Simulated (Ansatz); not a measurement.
**Zn₃Se: geometry relaxation (part 1 of 2)**

System: Zn₃Se (4 atoms in the cell).
Method: DFT PBE, scalar-relativistic, plane waves, PAW, no spin polarisation (Ansatz 0.2.0).

The structure was made by a generator, so it may or may not be a known phase. Figures and captions count atoms from 1; the log counts them from 0 in places.

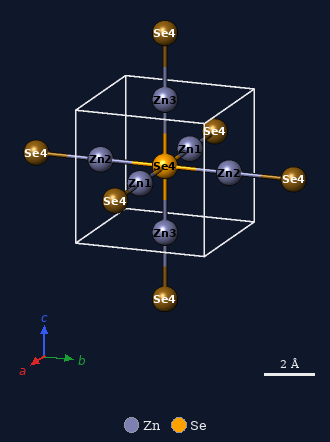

**Figure 1.** The starting structure (ball-and-stick view of the cell of the calculation, seen slightly off an axis; neighbours outside the cell are drawn fainter; atoms are numbered from 1 in the order of the input). An atom can appear more than once, as a periodic image. Near neighbours in the periodic cell (some may lie outside the picture): Zn has 2 Se at 2.78 Å; Se has 6 Zn at 2.78 Å.

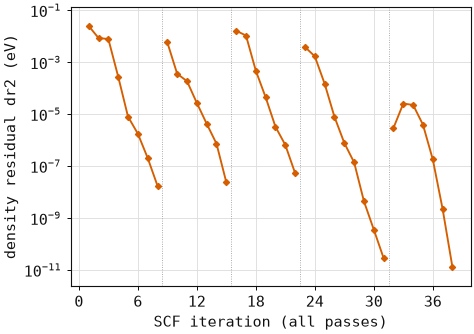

**Figure 2.** Convergence of the self-consistent field: density residual dr2 against the SCF iteration. The dotted lines part the SCF passes of the relaxation: geometry steps, rejected trials and re-solves on a re-selected basis. The 5 passes take 7 to 9 iterations each, 38 in all.

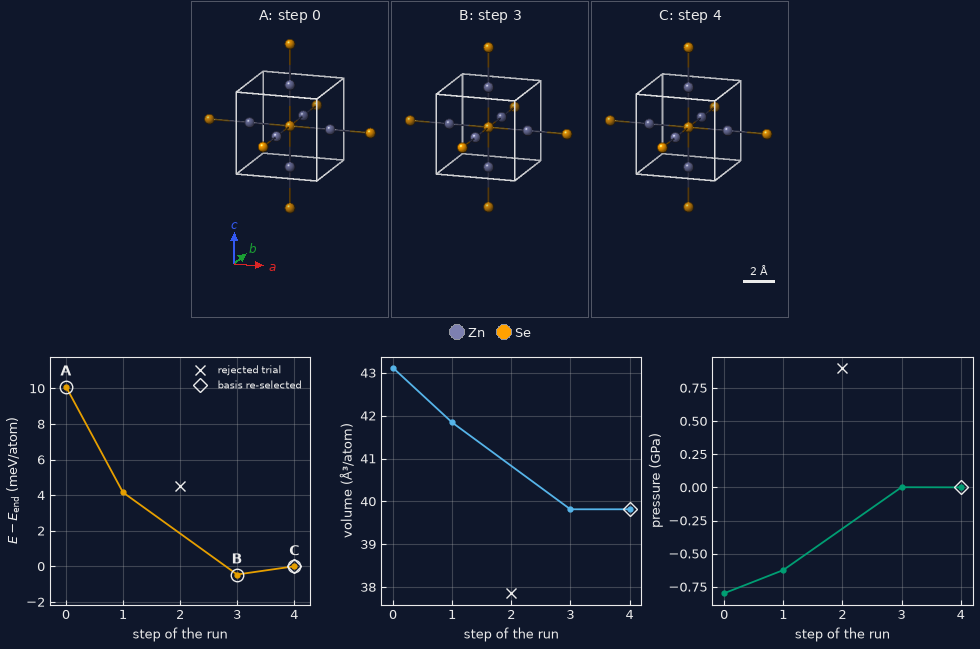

**Figure 3.** Frames of the relaxation (ball-and-stick view of the cell of the calculation, with bonded neighbours outside it, seen slightly off an axis) above the curves, on which the letters mark them (the first geometry is step 0 here and step 1 in the log).

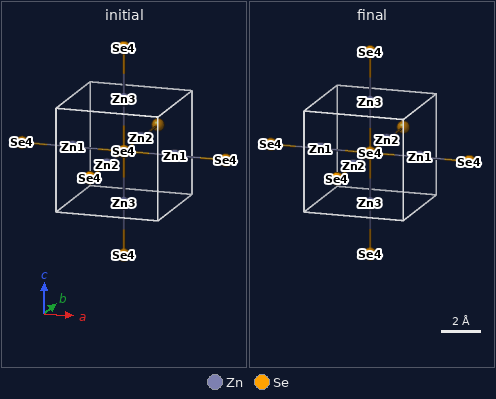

**Figure 4.** Before (left) and after (right) the relaxation, at one scale (ball-and-stick view of the cell of the calculation, with bonded neighbours outside it, seen slightly off an axis). The energy falls by 10.6 meV per atom in 3 geometry steps. All forces vanish by symmetry, so only the cell relaxes. The pressure goes from −0.80 to 0.00 GPa. The line search rejected the trial step at point 2 (counted from 0) and went back. The atoms keep their places relative to the cell (all moves are under 0.005 Å). The volume changes by −7.7 %, with a = b = c 5.566 → 5.420 Å (−2.6 %). Among the contacts that change: Zn1–Se4 2.783 → 2.710 Å. The space group stays Pm-3m (No. 221). A last SCF at the same geometry on a re-selected plane-wave basis shifts the energy by +0.5 meV per atom. (Atoms are counted from 1 in the order of the input.)

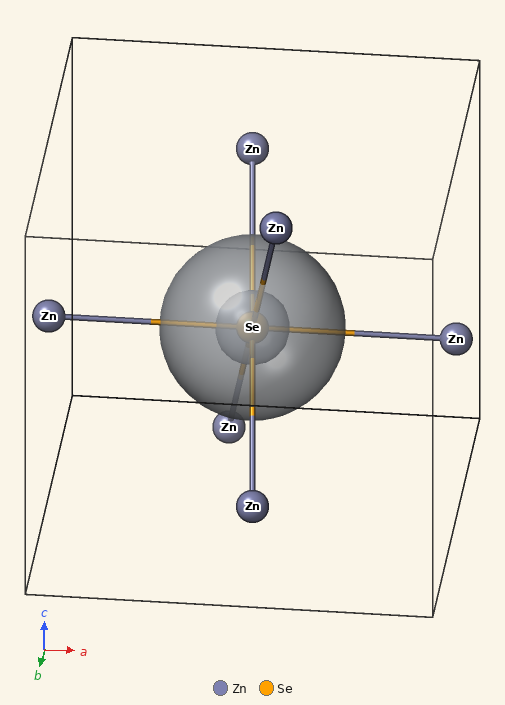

**Figure 5.** Isosurface of the ELF at 0.6 (grey), seen at an oblique angle. Only the valence region is drawn (cores and ρ < 0.01 e/Å³ removed). Sticks mark near contacts. The outline is the cell set on symmetry axes. Values along the shortest contacts: Zn–Se (2.71 Å): the ELF is about 0.50 at the midpoint; no shared pair; the contact is polar. The fields are those of the smooth PAW valence density.

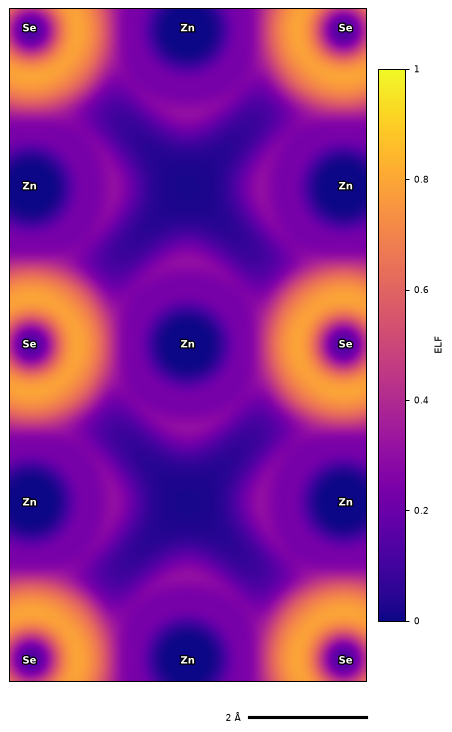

**Figure 6.** ELF on the (001) plane of the conventional cell. The section cuts through Zn and Se sites. Zn–Se (2.71 Å): the ELF is about 0.50 at the midpoint; a polar contact without a shared pair, in a metal.

The input that produced these results follows, with the program's output.

## Input file
```yaml
crystal:
  lattice:
    - [5.5663762855, 0.0, 0.0]
    - [0.0, 5.5663762855, 0.0]
    - [0.0, 0.0, 5.5663762855]
  atoms:
    - { symbol: Zn, position: [0.0, 0.5, 0.5] }
    - { symbol: Zn, position: [0.5, 0.0, 0.5] }
    - { symbol: Zn, position: [0.5, 0.5, 0.0] }
    - { symbol: Se, position: [0.5, 0.5, 0.5] }
basis:
  ecutwfc: 420
kpoints:
  mp_grid: { grid: [8, 8, 8] }
hamiltonian:
  xc: pbe
scf:
  occupations: { method: gaussian, width: 0.1 }
output:
  forces: true
  stress: true
  eigenvalues: true
  write_density: true
  write_potential: true
  elf: true
  volumetric_format: npy
relax:
  adjacent_minimum: "off"
  f_tol: 0.01
  max_steps: 80
  cell: { stress_tol: 0.05 }
```

Command:
```bash
ansatz run input.yaml --threads 1 --pin off --max-ram 2560MiB --backend cpu --events-out ev --progress --plain --runs-dir out
```

## The program's output
```
Engine: ansatz 0.2.0, aarch64-unknown-linux-gnu
Pseudopotentials: kind: paw
Pseudopotential: Zn, paw, valence charge 12, recommended cutoff 420 eV (normal), Zn.paw.azcp
Pseudopotential: Se, paw, valence charge 16, recommended cutoff 420 eV (normal), Se.paw.azcp
Functional definition: PBE
  parameter kappa = 0.804
  parameter beta = 0.06672455060314922
  exchange = pbe_x(kappa = kappa, mu = beta*pi^2/3)
  correlation = pbe_c(beta = beta)
Crystal: 4 atoms, lattice volume = 172.472 Å³
Basis set: ecut = 420 eV, 3407 PW (Γ), exchange–correlation on 80×80×80 points (8 copies of the dense FFT grid, shifted against one another)
Bands: 32, of which v1, the nominal top of the filled ones, is band 26 counted from 1 (25 counted from 0)
Symmetry: 48 space group operations
Space group: Pm-3m (ITA 221), of the structure as read, at distance tolerance 5.6e-5 Å
k-points: 35 of 512
Non-local potential: Zn, projectors of the file, l = 0: 2, l = 1: 2, l = 2: 3, l = 3: 1
Non-local potential: Se, projectors of the file, l = 0: 2, l = 1: 2, l = 2: 3, l = 3: 1
PAW form: soft (Blöchl's): semilocal exchange-correlation on the pseudo side does not see the compensation charge
PAW one-centre angular grid: Zn, 590 points (default); XC on 64 Gauss nodes
PAW one-centre angular grid: Se, 590 points (default); XC on 64 Gauss nodes
Initial density: superposition of atomic densities (neutral atoms: chi_scale 0, normalization atom), corrected by the library's trained network
Initial wavefunctions: pseudopotential atomic-orbital guess
Functional: x = pbe(κ = 0.804, μ = 0.2195149727645171), c = pbe(β = 0.06672455060314922)
SCF iter   1: F=—  HF=-15423.770739 eV  |F-HF|=—  |Δ(HF+E_count)|=         —  Δρ=2.50e-3  dr2=2.43e-2  ethr=1.77e-3  ⟨swp⟩=6.7  Hψ=4809  notcnv=0
preconditioner: auto → LDOS  [metal: Δε(μ)=0.014 eV  Ē_g=8.605 eV  σ=0.100 eV  W_gap=0.08  n_scr=26 (ndim 8)  ℏωp=18.3 eV  f_vac=0.330  D(μ)=3.45/eV (n_scr^D=18)  β→1.0]
SCF iter   2: F=—  HF=-15423.769718 eV  |F-HF|=—  |Δ(HF+E_count)|=   1.02e-3  Δρ=2.05e-3  dr2=8.36e-3  ethr=4.67e-5  ⟨swp⟩=2.0  Hψ=2158  notcnv=0  defer=4
SCF iter   3: F=—  HF=-15423.770700 eV  |F-HF|=—  |Δ(HF+E_count)|=   9.82e-4  Δρ=2.49e-3  dr2=7.62e-3  ethr=1.61e-5  ⟨swp⟩=2.0  Hψ=1811  notcnv=0  defer=4
SCF iter   4: F=—  HF=-15423.767069 eV  |F-HF|=—  |Δ(HF+E_count)|=   3.63e-3  Δρ=3.46e-4  dr2=2.73e-4  ethr=1.47e-5  ⟨swp⟩=2.0  Hψ=1878  notcnv=0  defer=10
SCF iter   5: F=—  HF=-15423.767146 eV  |F-HF|=—  |Δ(HF+E_count)|=   7.78e-5  Δρ=4.99e-5  dr2=7.82e-6  ethr=5.25e-7  ⟨swp⟩=2.1  Hψ=2024  notcnv=0  defer=24
SCF iter   6: F=—  HF=-15423.767170 eV  |F-HF|=—  |Δ(HF+E_count)|=   2.36e-5  Δρ=3.20e-5  dr2=1.73e-6  ethr=1.50e-8  ⟨swp⟩=2.2  Hψ=2025  notcnv=0  defer=24
SCF iter   7: F=—  HF=-15423.767169 eV  |F-HF|=—  |Δ(HF+E_count)|=   7.38e-7  Δρ=8.52e-6  dr2=2.01e-7  ethr=3.32e-9  ⟨swp⟩=2.0  Hψ=2003  notcnv=0  defer=24
SCF iter   8: F=-15423.767170 eV  HF=-15423.767170 eV  |F-HF|=5.79e-8  |Δ(HF+E_count)|=   2.59e-7  Δρ=2.62e-6  dr2=1.70e-8  ethr=1.92e-10  ⟨swp⟩=11.6  Hψ=8299  notcnv=0
SCF 1 converged in 8 iterations: F = -15423.767170 eV  dr2 = 1.70e-8
  greatest PAW one-centre occupation: 1.000 electrons in one spin orbital (limit 2), on the Se atom at site 3 (counted from 0), in its partial waves of l = 2
relax step   1: F+E_penalty+E_count = -15423.76716967 eV  Δ(F+E_penalty+E_count) = +0.000e0 eV  max|allowed force component| = 2.846e-29 eV/Å  Δτ_max = 0.0000 Å  P = -0.799 GPa  Ω = 172.472 Å³  (8 SCF iters, dr2 threshold 1.00e-7 eV, accepted)
Crystal: 4 atoms, lattice volume = 167.370 Å³
Basis set: ecut = 420 eV, 3239 PW (Γ), exchange–correlation on 80×80×80 points (8 copies of the dense FFT grid, shifted against one another)
Initial density: handed on by an earlier stage of this run
Initial wavefunctions: those handed on with the density
iter 1 solved again at ethr=1.10e-5 eV; its pass at ethr=3.10e-3 eV (dr2=5.71e-3 eV) is discarded
SCF iter   1: F=—  HF=-15423.792443 eV  |F-HF|=—  |Δ(HF+E_count)|=         —  Δρ=1.14e-3  dr2=5.65e-3  ethr=1.10e-5  ⟨swp⟩=1.0  Hψ=5286  notcnv=0
preconditioner: auto → LDOS  [metal: Δε(μ)=0.037 eV  Ē_g=8.698 eV  σ=0.100 eV  W_gap=0.21  n_scr=26 (ndim 8)  ℏωp=18.6 eV  f_vac=0.325  D(μ)=2.40/eV (n_scr^D=6)  β→1.0]
SCF iter   2: F=—  HF=-15423.791030 eV  |F-HF|=—  |Δ(HF+E_count)|=   1.41e-3  Δρ=4.13e-4  dr2=3.50e-4  ethr=1.09e-5  ⟨swp⟩=2.0  Hψ=1863  notcnv=0
SCF iter   3: F=—  HF=-15423.791026 eV  |F-HF|=—  |Δ(HF+E_count)|=   4.57e-6  Δρ=3.70e-4  dr2=1.82e-4  ethr=6.74e-7  ⟨swp⟩=2.0  Hψ=2032  notcnv=0
SCF iter   4: F=—  HF=-15423.790952 eV  |F-HF|=—  |Δ(HF+E_count)|=   7.40e-5  Δρ=7.04e-5  dr2=2.63e-5  ethr=3.50e-7  ⟨swp⟩=2.1  Hψ=1798  notcnv=0
SCF iter   5: F=—  HF=-15423.790954 eV  |F-HF|=—  |Δ(HF+E_count)|=   2.05e-6  Δρ=3.97e-5  dr2=4.19e-6  ethr=5.05e-8  ⟨swp⟩=2.0  Hψ=2036  notcnv=0
SCF iter   6: F=—  HF=-15423.790957 eV  |F-HF|=—  |Δ(HF+E_count)|=   2.79e-6  Δρ=1.37e-5  dr2=7.11e-7  ethr=8.05e-9  ⟨swp⟩=2.0  Hψ=2048  notcnv=0
SCF iter   7: F=-15423.790958 eV  HF=-15423.790958 eV  |F-HF|=8.75e-8  |Δ(HF+E_count)|=   1.64e-6  Δρ=2.08e-6  dr2=2.31e-8  ethr=7.69e-10  ⟨swp⟩=10.0  Hψ=8073  notcnv=0
SCF 2 converged in 7 iterations: F = -15423.790958 eV  dr2 = 2.31e-8
relax step   2: F+E_penalty+E_count = -15423.79095843 eV  Δ(F+E_penalty+E_count) = -2.379e-2 eV  max|allowed force component| = 6.861e-30 eV/Å  Δτ_max = 0.0000 Å  P = -0.624 GPa  Ω = 167.370 Å³  energy of the carried Pulay correction = +6.935e-4 eV  (7 SCF iters, dr2 threshold 4.00e-7 eV, accepted)
Crystal: 4 atoms, lattice volume = 151.415 Å³
Basis set: ecut = 420 eV, 2945 PW (Γ), exchange–correlation on 80×80×80 points (8 copies of the dense FFT grid, shifted against one another)
iter 1 solved again at ethr=3.19e-5 eV; its pass at ethr=3.10e-3 eV (dr2=1.66e-2 eV) is discarded
SCF iter   1: F=—  HF=-15423.793999 eV  |F-HF|=—  |Δ(HF+E_count)|=         —  Δρ=2.34e-3  dr2=1.59e-2  ethr=3.19e-5  ⟨swp⟩=1.7  Hψ=5545  notcnv=0
preconditioner: auto → LDOS  [metal: Δε(μ)=0.052 eV  Ē_g=8.910 eV  σ=0.100 eV  W_gap=0.29  n_scr=26 (ndim 8)  ℏωp=19.6 eV  f_vac=0.298  D(μ)=1.80/eV (n_scr^D=6)  β→1.0]
SCF iter   2: F=—  HF=-15423.792950 eV  |F-HF|=—  |Δ(HF+E_count)|=   1.05e-3  Δρ=2.24e-3  dr2=1.04e-2  ethr=3.06e-5  ⟨swp⟩=2.0  Hψ=2036  notcnv=0
SCF iter   3: F=—  HF=-15423.789738 eV  |F-HF|=—  |Δ(HF+E_count)|=   3.21e-3  Δρ=6.77e-4  dr2=4.59e-4  ethr=2.00e-5  ⟨swp⟩=2.0  Hψ=2121  notcnv=0  defer=1
SCF iter   4: F=—  HF=-15423.789449 eV  |F-HF|=—  |Δ(HF+E_count)|=   2.89e-4  Δρ=2.27e-4  dr2=4.35e-5  ethr=8.83e-7  ⟨swp⟩=2.0  Hψ=1933  notcnv=0  defer=1
SCF iter   5: F=—  HF=-15423.789495 eV  |F-HF|=—  |Δ(HF+E_count)|=   4.60e-5  Δρ=3.76e-5  dr2=3.18e-6  ethr=8.36e-8  ⟨swp⟩=2.0  Hψ=1989  notcnv=0  defer=1
SCF iter   6: F=—  HF=-15423.789498 eV  |F-HF|=—  |Δ(HF+E_count)|=   2.79e-6  Δρ=1.46e-5  dr2=6.37e-7  ethr=7.69e-10  ⟨swp⟩=12.1  Hψ=10089  notcnv=0
SCF iter   7: F=-15423.789499 eV  HF=-15423.789499 eV  |F-HF|=1.01e-7  |Δ(HF+E_count)|=   1.45e-6  Δρ=3.80e-6  dr2=5.18e-8  ethr=7.69e-10  ⟨swp⟩=9.6  Hψ=7500  notcnv=0
SCF 3 converged in 7 iterations: F = -15423.789499 eV  dr2 = 5.18e-8
relax step   3: F+E_penalty+E_count = -15423.78949908 eV  Δ(F+E_penalty+E_count) = +1.459e-3 eV  max|allowed force component| = 9.910e-30 eV/Å  Δτ_max = 0.0000 Å  P = +0.902 GPa  Ω = 151.415 Å³  energy of the carried Pulay correction = +3.004e-3 eV  (7 SCF iters, dr2 threshold 4.00e-7 eV, rejected (line search))
```
